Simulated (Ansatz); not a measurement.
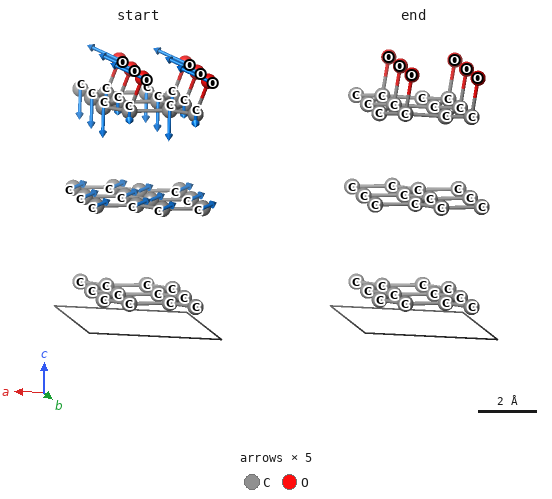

The structure of a slab of composition C₆O (cut from the Fmmm phase) before (left) and after (right) a constrained relaxation, at one scale. The blue arrows give the displacements, 5 times their true length.

Style: ball-and-stick. Shown: the 2 × 3 repeat of the cell, outlined in the plane, without the vacuum, from a free direction.

Case: O put at a bridge C-C site. The slab is the (0 0 1) face of C with O on it. 2 atoms are held fixed.

Level of theory: DFT PBE+D3(BJ), scalar-relativistic, plane waves, PAW in Ansatz 0.2.0. (plane-wave cutoff 420 eV; k-point mesh 12 × 12 × 1; occupations gaussian; smearing width 0.05 eV; collinear spin; dipole correction; atoms relaxed in a fixed cell; force threshold 0.03 eV/Å; at most 70 steps)

### Describe what moved and what it gained.

The run was cut off at its time limit before the relaxation converged, so the last structure is only a point on the way. The energy falls by 0.690 eV per cell of the calculation in 3 geometry steps. Largest force component: 4.8 eV/Å at the start, 1.2 eV/Å at the end. The O atom moves most: 0.27 Å at 71° to the normal (+c side). Largest moves by element: O 0.27 Å, C 0.24 Å. The cell stays as it was. Near-neighbour distances that change, for instance: C–O 1.430 → 1.454 Å, C–C 1.423 → 1.439 Å. Bond angles that change, for instance: C–C–O 75.6° → 88.1°, C–C–O 75.6° → 87.1°, C–C–O 119.9° → 110.0°. The program noted that the starting moments weren't kept. Cost: 11 min on 1 thread of Intel(R) Xeon(R) Platinum 8259CL CPU @ 2.50GHz (Skylake/Cascade Lake), with other jobs on the host, peak memory 0.72 GiB.

Limits of the set-up: the periodic images lie only 2.5 Å apart, so the values are limited by the cell's size.
